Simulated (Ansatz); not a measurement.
# W2Si: geometry relaxation (part 1 of 2)

W2Si (I4/mcm, 6 atoms in the cell), computed with DFT PBE, scalar-relativistic, plane waves, PAW, no spin polarisation (Ansatz 0.2.0).

The structure was made by swapping elements on the sites of another compound; it need not be a known phase. It belongs to a series of runs on one base structure; here: Ta -> W on all its sites, cell and atoms relaxed. Figures and captions count atoms from 1; the log counts them from 0 in places.

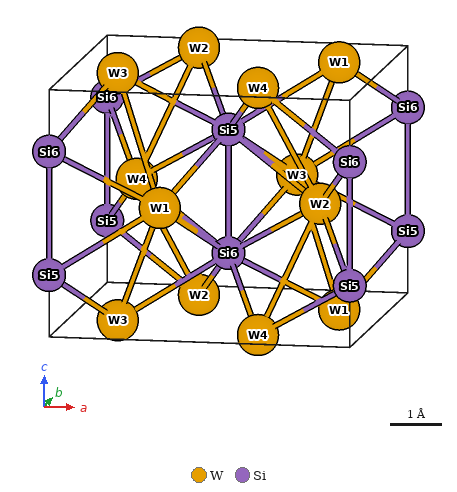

*The input geometry (ball-and-stick view of the cell 2 times as large as that of the calculation, set on its symmetry axes, seen slightly off an axis; atoms are numbered from 1 in the order of the input).*

Input
```yaml
crystal:
  lattice:
    - [-3.0207497898, 3.0207497898, 2.4792246606]
    - [3.0207497898, -3.0207497898, 2.4792246606]
    - [3.0207497898, 3.0207497898, -2.4792246606]
  atoms:
    - { symbol: W, position: [0.6633159285, 0.8366840715, 0.5] }
    - { symbol: W, position: [0.8366840715, 0.3366840715, 0.1733681429] }
    - { symbol: W, position: [0.3366840715, 0.1633159285, 0.5] }
    - { symbol: W, position: [0.1633159285, 0.6633159285, 0.8266318571] }
    - { symbol: Si, position: [0.25, 0.25, 0.0] }
    - { symbol: Si, position: [0.75, 0.75, 0.0] }
basis:
  ecutwfc: 420
kpoints:
  mp_grid: { grid: [10, 10, 10] }
hamiltonian:
  xc: pbe
scf:
  occupations: { method: gaussian, width: 0.1 }
output:
  forces: true
  stress: true
  eigenvalues: true
  write_density: true
  write_potential: true
  elf: true
  volumetric_format: npy
relax:
  adjacent_minimum: "off"
  f_tol: 0.01
  max_steps: 60
  cell: { stress_tol: 0.1 }
```

Run on 1 thread of Intel Xeon (Sapphire Rapids), 32 GiB of memory available, shared host.

Launched with:
```bash
ansatz run input.yaml --threads 1 --pin off --max-ram 2560MiB --backend cpu --events-out ev --progress --plain --runs-dir out
```

What the program printed
```
Engine: ansatz 0.2.0, x86_64-unknown-linux-gnu
Pseudopotentials: kind: paw
Pseudopotential: W, paw, valence charge 14, recommended cutoff 420 eV (normal), W.paw.azcp
Pseudopotential: Si, paw, valence charge 4, recommended cutoff 420 eV (normal), Si.paw.azcp
Functional definition: PBE
  parameter kappa = 0.804
  parameter beta = 0.06672455060314922
  exchange = pbe_x(kappa = kappa, mu = beta*pi^2/3)
  correlation = pbe_c(beta = beta)
Crystal: 6 atoms, lattice volume = 90.491 Å³
Basis set: ecut = 420 eV, 1737 PW (Γ), exchange–correlation on 72×72×72 points (8 copies of the dense FFT grid, shifted against one another)
Bands: 39, of which v1, the nominal top of the filled ones, is band 32 counted from 1 (31 counted from 0)
Symmetry: 16 space group operations
Space group: I4/mcm (ITA 140), of the structure as read, at distance tolerance 4.5e-5 Å
k-points: 102 of 1000
Non-local potential: W, projectors of the file, l = 0: 3, l = 1: 2, l = 2: 2, l = 3: 1
Non-local potential: Si, projectors of the file, l = 0: 2, l = 1: 2, l = 2: 2
PAW form: soft (Blöchl's): semilocal exchange-correlation on the pseudo side does not see the compensation charge
PAW one-centre angular grid: W, 590 points (default); XC on 64 Gauss nodes
PAW one-centre angular grid: Si, 110 points (default); XC on 64 Gauss nodes
Initial density: superposition of atomic densities (neutral atoms: chi_scale 0, normalization atom), corrected by the library's trained network
Initial wavefunctions: pseudopotential atomic-orbital guess
Functional: x = pbe(κ = 0.804, μ = 0.2195149727645171), c = pbe(β = 0.06672455060314922)
SCF iter   1: F=—  HF=-42811.665579 eV  |F-HF|=—  |Δ(HF+E_count)|=         —  Δρ=4.80e-3  dr2=1.51e-2  ethr=1.77e-3  ⟨swp⟩=5.6  Hψ=16346  notcnv=0
preconditioner: auto → Kerker (q_TF=auto, 2.575 Å⁻¹)  [metal: Δε(μ)=0.006 eV  Ē_g=5.842 eV  σ=0.100 eV  W_gap=0.04  n_scr=18 (ndim 8)  ℏωp=22.1 eV  f_vac=0.000  D(μ)=3.26/eV (n_scr^D=18)]
SCF iter   2: F=—  HF=-42811.662487 eV  |F-HF|=—  |Δ(HF+E_count)|=   3.09e-3  Δρ=2.71e-3  dr2=4.58e-3  ethr=2.37e-5  ⟨swp⟩=1.6  Hψ=4920  notcnv=0
SCF iter   3: F=—  HF=-42811.661657 eV  |F-HF|=—  |Δ(HF+E_count)|=   8.30e-4  Δρ=3.04e-4  dr2=1.02e-4  ethr=7.16e-6  ⟨swp⟩=2.2  Hψ=5305  notcnv=0
SCF iter   4: F=—  HF=-42811.661650 eV  |F-HF|=—  |Δ(HF+E_count)|=   6.65e-6  Δρ=9.60e-5  dr2=1.18e-5  ethr=1.59e-7  ⟨swp⟩=2.2  Hψ=5470  notcnv=0
SCF iter   5: F=—  HF=-42811.661642 eV  |F-HF|=—  |Δ(HF+E_count)|=   8.73e-6  Δρ=1.29e-5  dr2=3.90e-7  ethr=1.84e-8  ⟨swp⟩=2.0  Hψ=5438  notcnv=0
SCF iter   6: F=-42811.661642 eV  HF=-42811.661642 eV  |F-HF|=1.95e-8  |Δ(HF+E_count)|=   8.66e-8  Δρ=3.38e-6  dr2=2.54e-8  ethr=1.56e-10  ⟨swp⟩=13.6  Hψ=28043  notcnv=0
SCF 1 converged in 6 iterations: F = -42811.661642 eV  dr2 = 2.54e-8
  greatest PAW one-centre occupation: 1.000 electrons in one spin orbital (limit 2), on the W atom at site 3 (counted from 0), in its partial waves of l = 0
relax step   1: F+E_penalty+E_count = -42811.66164164 eV  Δ(F+E_penalty+E_count) = +0.000e0 eV  max|allowed force component| = 3.347e-1 eV/Å  Δτ_max = 0.0000 Å  P = -7.105 GPa  Ω = 90.491 Å³  (6 SCF iters, dr2 threshold 1.00e-7 eV, accepted)
Crystal: 6 atoms, lattice volume = 83.562 Å³
Basis set: ecut = 420 eV, 1609 PW (Γ), exchange–correlation on 72×72×72 points (8 copies of the dense FFT grid, shifted against one another)
Initial density: handed on by an earlier stage of this run
Initial wavefunctions: those handed on with the density
iter 1 solved again at ethr=3.27e-4 eV; its pass at ethr=3.10e-3 eV (dr2=2.10e-1 eV) is discarded
SCF iter   1: F=—  HF=-42811.308824 eV  |F-HF|=—  |Δ(HF+E_count)|=         —  Δρ=1.61e-2  dr2=2.11e-1  ethr=3.27e-4  ⟨swp⟩=1.0  Hψ=22014  notcnv=0
preconditioner: auto → Kerker (q_TF=auto, 2.610 Å⁻¹)  [metal: Δε(μ)=0.008 eV  Ē_g=6.291 eV  σ=0.100 eV  W_gap=0.04  n_scr=18 (ndim 8)  ℏωp=23.0 eV  f_vac=0.000  D(μ)=4.05/eV (n_scr^D=34)]
SCF iter   2: F=—  HF=-42811.275429 eV  |F-HF|=—  |Δ(HF+E_count)|=   3.34e-2  Δρ=9.37e-3  dr2=7.60e-2  ethr=3.27e-4  ⟨swp⟩=1.0  Hψ=3978  notcnv=0
SCF iter   3: F=—  HF=-42811.256599 eV  |F-HF|=—  |Δ(HF+E_count)|=   1.88e-2  Δρ=9.49e-4  dr2=6.07e-4  ethr=1.19e-4  ⟨swp⟩=2.0  Hψ=5338  notcnv=0
SCF iter   4: F=—  HF=-42811.256492 eV  |F-HF|=—  |Δ(HF+E_count)|=   1.07e-4  Δρ=1.33e-4  dr2=1.59e-5  ethr=9.49e-7  ⟨swp⟩=2.0  Hψ=6564  notcnv=0  defer=1
SCF iter   5: F=—  HF=-42811.256477 eV  |F-HF|=—  |Δ(HF+E_count)|=   1.49e-5  Δρ=3.04e-5  dr2=5.79e-7  ethr=2.49e-8  ⟨swp⟩=2.0  Hψ=6361  notcnv=0  defer=1
SCF iter   6: F=-42811.256477 eV  HF=-42811.256477 eV  |F-HF|=1.85e-9  |Δ(HF+E_count)|=   1.15e-7  Δρ=4.02e-6  dr2=8.80e-9  ethr=9.05e-10  ⟨swp⟩=9.2  Hψ=29513  notcnv=0
SCF 2 converged in 6 iterations: F = -42811.256477 eV  dr2 = 8.80e-9
  greatest PAW one-centre occupation: 0.999 electrons in one spin orbital (limit 2), on the W atom at site 3 (counted from 0), in its partial waves of l = 0
relax step   2: F+E_penalty+E_count = -42811.25647675 eV  Δ(F+E_penalty+E_count) = +4.052e-1 eV  max|allowed force component| = 1.291e0 eV/Å  Δτ_max = 0.1068 Å  P = +18.383 GPa  Ω = 83.562 Å³  energy of the carried Pulay correction = +2.611e-3 eV  (6 SCF iters, dr2 threshold 6.00e-7 eV, rejected (line search))
Crystal: 6 atoms, lattice volume = 88.541 Å³
Basis set: ecut = 420 eV, 1721 PW (Γ), exchange–correlation on 72×72×72 points (8 copies of the dense FFT grid, shifted against one another)
iter 1 solved again at ethr=2.39e-4 eV; its pass at ethr=3.10e-3 eV (dr2=1.53e-1 eV) is discarded
SCF iter   1: F=—  HF=-42811.786098 eV  |F-HF|=—  |Δ(HF+E_count)|=         —  Δρ=1.27e-2  dr2=1.52e-1  ethr=2.39e-4  ⟨swp⟩=1.0  Hψ=21179  notcnv=0
preconditioner: auto → Kerker (q_TF=auto, 2.585 Å⁻¹)  [metal: Δε(μ)=0.006 eV  Ē_g=5.983 eV  σ=0.100 eV  W_gap=0.04  n_scr=18 (ndim 8)  ℏωp=22.3 eV  f_vac=0.000  D(μ)=3.25/eV (n_scr^D=18)]
SCF iter   2: F=—  HF=-42811.763224 eV  |F-HF|=—  |Δ(HF+E_count)|=   2.29e-2  Δρ=7.40e-3  dr2=5.35e-2  ethr=2.38e-4  ⟨swp⟩=1.0  Hψ=3981  notcnv=0
SCF iter   3: F=—  HF=-42811.750893 eV  |F-HF|=—  |Δ(HF+E_count)|=   1.23e-2  Δρ=8.39e-4  dr2=6.98e-4  ethr=8.36e-5  ⟨swp⟩=2.0  Hψ=5229  notcnv=0
SCF iter   4: F=—  HF=-42811.750740 eV  |F-HF|=—  |Δ(HF+E_count)|=   1.53e-4  Δρ=1.36e-4  dr2=1.01e-5  ethr=1.09e-6  ⟨swp⟩=2.0  Hψ=5934  notcnv=0
SCF iter   5: F=—  HF=-42811.750737 eV  |F-HF|=—  |Δ(HF+E_count)|=   2.62e-6  Δρ=2.97e-5  dr2=7.34e-7  ethr=1.58e-8  ⟨swp⟩=2.2  Hψ=6554  notcnv=0
SCF iter   6: F=—  HF=-42811.750738 eV  |F-HF|=—  |Δ(HF+E_count)|=   2.35e-7  Δρ=4.03e-6  dr2=9.06e-9  ethr=1.15e-9  ⟨swp⟩=2.0  Hψ=5241  notcnv=0
SCF iter   7: F=-42811.750738 eV  HF=-42811.750738 eV  |F-HF|=2.18e-11  |Δ(HF+E_count)|=  2.62e-10  Δρ=6.76e-7  dr2=2.19e-10  ethr=1.00e-12  ⟨swp⟩=7.1  Hψ=24738  notcnv=0
the search or the solves at the SCF's close seem to have found levels that the self-consistency loop had missed (the run counts 3). By its estimate they hold under 1e-12 electrons; where the run keeps them, the occupations were computed again with them
SCF 3 converged in 7 iterations: F = -42811.750738 eV  dr2 = 2.19e-10
relax step   3: F+E_penalty+E_count = -42811.75073771 eV  Δ(F+E_penalty+E_count) = -8.910e-2 eV  max|allowed force component| = 1.046e-1 eV/Å  Δτ_max = 0.0245 Å  P = -1.679 GPa  Ω = 88.541 Å³  energy of the carried Pulay correction = +7.144e-4 eV  (7 SCF iters, accepted)
Crystal: 6 atoms, lattice volume = 88.007 Å³
Basis set: ecut = 420 eV, 1709 PW (Γ), exchange–correlation on 72×72×72 points (8 copies of the dense FFT grid, shifted against one another)
iter 1 solved again at ethr=2.24e-6 eV; its pass at ethr=3.10e-3 eV (dr2=1.43e-3 eV) is discarded
SCF iter   1: F=—  HF=-42811.757102 eV  |F-HF|=—  |Δ(HF+E_count)|=         —  Δρ=1.24e-3  dr2=1.34e-3  ethr=2.24e-6  ⟨swp⟩=2.0  Hψ=17978  notcnv=0
preconditioner: auto → Kerker (q_TF=auto, 2.587 Å⁻¹)  [metal: Δε(μ)=0.012 eV  Ē_g=5.991 eV  σ=0.100 eV  W_gap=0.07  n_scr=18 (ndim 8)  ℏωp=22.4 eV  f_vac=0.000  D(μ)=3.27/eV (n_scr^D=18)]
SCF iter   2: F=—  HF=-42811.756895 eV  |F-HF|=—  |Δ(HF+E_count)|=   2.07e-4  Δρ=7.27e-4  dr2=4.91e-4  ethr=2.10e-6  ⟨swp⟩=1.0  Hψ=3979  notcnv=0
SCF iter   3: F=—  HF=-42811.756763 eV  |F-HF|=—  |Δ(HF+E_count)|=   1.32e-4  Δρ=7.95e-5  dr2=6.47e-6  ethr=7.67e-7  ⟨swp⟩=2.0  Hψ=5140  notcnv=0
iter 4 did not close the SCF: its close was put off for the readings that it lacked (scf_convergence_deferred on its scf_iter line)
SCF iter   4: F=-42811.756761 eV  HF=-42811.756761 eV  |F-HF|=2.38e-8  |Δ(HF+E_count)|=   2.15e-6  Δρ=1.49e-5  dr2=1.18e-7  ethr=1.01e-8  ⟨swp⟩=2.0  Hψ=5489  notcnv=0
iter 5 did not close the SCF: its close was put off for the readings that it lacked (scf_convergence_deferred on its scf_iter line)
SCF iter   5: F=-42811.756761 eV  HF=-42811.756761 eV  |F-HF|=2.89e-9  |Δ(HF+E_count)|=   1.23e-8  Δρ=2.79e-6  dr2=7.00e-9  ethr=1.84e-10  ⟨swp⟩=2.0  Hψ=5786  notcnv=0
SCF iter   6: F=-42811.756761 eV  HF=-42811.756761 eV  |F-HF|=1.46e-11  |Δ(HF+E_count)|=   1.59e-9  Δρ=3.99e-7  dr2=7.93e-11  ethr=1.09e-11  ⟨swp⟩=6.0  Hψ=22749  notcnv=0
SCF 4 converged in 6 iterations: F = -42811.756761 eV  dr2 = 7.93e-11
relax step   4: F+E_penalty+E_count = -42811.75676068 eV  Δ(F+E_penalty+E_count) = -6.023e-3 eV  max|allowed force component| = 8.712e-3 eV/Å  Δτ_max = 0.0088 Å  P = -0.018 GPa  Ω = 88.007 Å³  energy of the carried Pulay correction = +9.126e-4 eV  (6 SCF iters, dr2 threshold 6.00e-7 eV, accepted)
Initial wavefunctions: pseudopotential atomic-orbital guess (no wavefunctions were taken with the density)
iter 1 solved again at ethr=1.66e-7 eV; its pass at ethr=3.10e-3 eV (dr2=1.06e-4 eV) is discarded
SCF iter   1: F=—  HF=-42811.755872 eV  |F-HF|=—  |Δ(HF+E_count)|=         —  Δρ=6.73e-5  dr2=5.70e-7  ethr=1.66e-7  ⟨swp⟩=3.2  Hψ=26170  notcnv=0
preconditioner: auto → Kerker (q_TF=auto, 2.587 Å⁻¹)  [metal: Δε(μ)=0.010 eV  Ē_g=5.992 eV  σ=0.100 eV  W_gap=0.06  n_scr=18 (ndim 8)  ℏωp=22.4 eV  f_vac=0.000  D(μ)=3.27/eV (n_scr^D=18)]
SCF iter   2: F=—  HF=-42811.755862 eV  |F-HF|=—  |Δ(HF+E_count)|=   1.01e-5  Δρ=3.55e-5  dr2=1.53e-7  ethr=8.91e-10  ⟨swp⟩=2.1  Hψ=6755  notcnv=0
SCF iter   3: F=—  HF=-42811.755862 eV  |F-HF|=—  |Δ(HF+E_count)|=   5.86e-8  Δρ=1.74e-6  dr2=7.97e-10  ethr=2.40e-10  ⟨swp⟩=2.9  Hψ=7278  notcnv=0
iter 4 did not close the SCF: its close was put off for the readings that it lacked (scf_convergence_deferred on its scf_iter line)
SCF iter   4: F=-42811.755862 eV  HF=-42811.755862 eV  |F-HF|=2.91e-11  |Δ(HF+E_count)|=  1.96e-10  Δρ=3.04e-7  dr2=5.01e-11  ethr=1.25e-12  ⟨swp⟩=2.0  Hψ=5164  notcnv=0
iter 5 did not close the SCF: its close was put off for the readings that it lacked (scf_convergence_deferred on its scf_iter line)
SCF iter   5: F=-42811.755862 eV  HF=-42811.755862 eV  |F-HF|=2.18e-11  |Δ(HF+E_count)|=  3.64e-11  Δρ=2.88e-8  dr2=5.49e-13  ethr=1.00e-12  ⟨swp⟩=1.0  Hψ=3978  notcnv=0
iter 6 did not close the SCF: its close was put off for the readings that it lacked (scf_convergence_deferred on its scf_iter line)
SCF iter   6: F=-42811.755862 eV  HF=-42811.755862 eV  |F-HF|=1.46e-11  |Δ(HF+E_count)|=  7.28e-12  Δρ=6.20e-9  dr2=4.86e-14  ethr=1.00e-12  ⟨swp⟩=1.0  Hψ=3978  notcnv=0
iter 7 did not close the SCF: its close was put off for the readings that it lacked (scf_convergence_deferred on its scf_iter line)
SCF iter   7: F=-42811.755862 eV  HF=-42811.755862 eV  |F-HF|=0.00e0  |Δ(HF+E_count)|=  3.64e-11  Δρ=1.62e-9  dr2=4.84e-15  ethr=1.00e-12  ⟨swp⟩=1.0  Hψ=3978  notcnv=0
SCF iter   8: F=-42811.755862 eV  HF=-42811.755862 eV  |F-HF|=1.46e-11  |Δ(HF+E_count)|=  2.18e-11  Δρ=4.10e-10  dr2=7.89e-17  ethr=1.00e-12  ⟨swp⟩=3.0  Hψ=11514  notcnv=0
SCF 5 converged in 8 iterations: F = -42811.755862 eV  dr2 = 7.89e-17
relax step   5: F+E_penalty+E_count = -42811.75586211 eV  Δ(F+E_penalty+E_count) = +8.986e-4 eV  max|allowed force component| = 8.699e-3 eV/Å  Δτ_max = 0.0000 Å  P = -0.021 GPa  Ω = 88.007 Å³  stress off target by 6.07e-2 GPa  SCF on the basis re-selected at this cell (its energy is not comparable with the rows above)  (8 SCF iters)
```

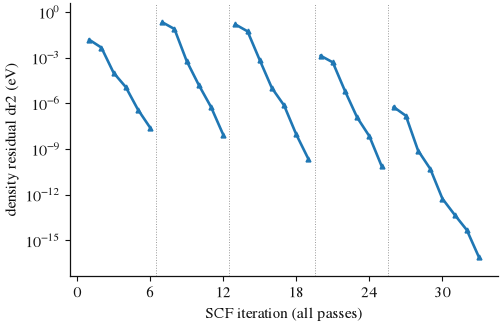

*Convergence of the self-consistent field: density residual dr2 against the SCF iteration. The dotted lines part the SCF passes of the relaxation: geometry steps, rejected trials and re-solves on a re-selected basis.*

The 5 passes take 6 to 8 iterations each, 33 in all.

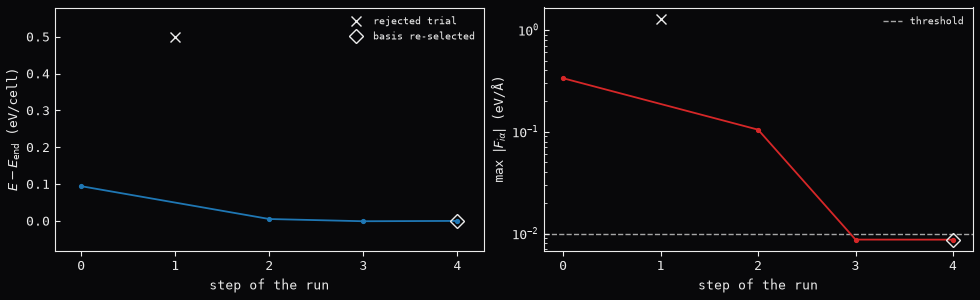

*Progress of the relaxation, step by step (the first geometry is step 0 here and step 1 in the log).*
